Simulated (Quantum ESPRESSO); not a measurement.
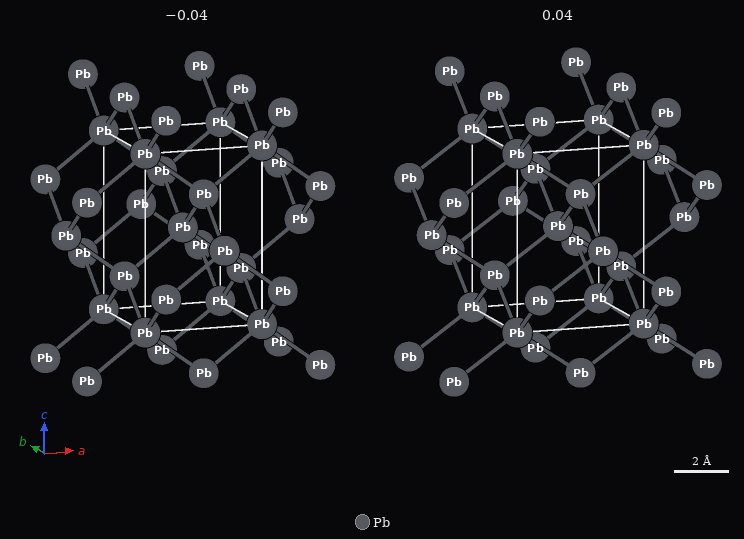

A crystal of Pb (set up in I4_1/amd), held at several strains, with the atoms relaxed (per unit of the tabulated number the cell is strained by 1.0 along b, 1.0 along a). The picture shows the first and the last member. Style: ball-and-stick. Shown: the conventional cell (2 times the calculation's cell), slightly off an axis. Lengths and directions refer to the drawn axes.

Computed with Quantum ESPRESSO 7.5: PBEsol, GBRV 1.5 PBEsol. (plane-wave cutoff 612.3 eV; k-point mesh 7 × 7 × 7; occupations fermi-dirac; smearing width 0.05 eV; no spin polarisation)

```json
{"strain": "−0.04", "energy (meV/atom)": "36.58"}
{"strain": "−0.02", "energy (meV/atom)": "10.57"}
{"strain": "−0.01", "energy (meV/atom)": "?"}
{"strain": "0", "energy (meV/atom)": "0.00"}
{"strain": "0.01", "energy (meV/atom)": "−0.13"}
{"strain": "0.02", "energy (meV/atom)": "2.88"}
{"strain": "0.04", "energy (meV/atom)": "17.58"}
```

Fill in the missing row.

Answer. A parabola through three neighbouring rows (−0.02, 0, 0.01) gives, with Lagrange weights, (0.3333)(10.57) + (1.0000)(0.00) + (−0.3333)(−0.13) = 3.57 meV/atom. The calculation gives 3.50 meV/atom. The estimate is 0.07 meV/atom too high. From the first member to the last: Pb–Pb 2.899 → 3.058 Å.

The whole series:

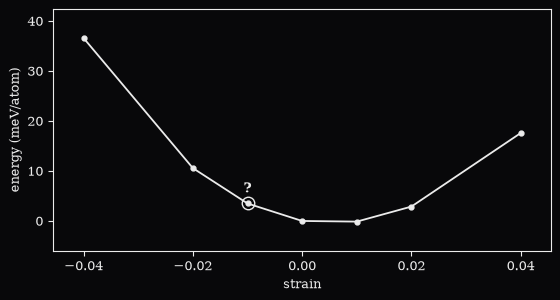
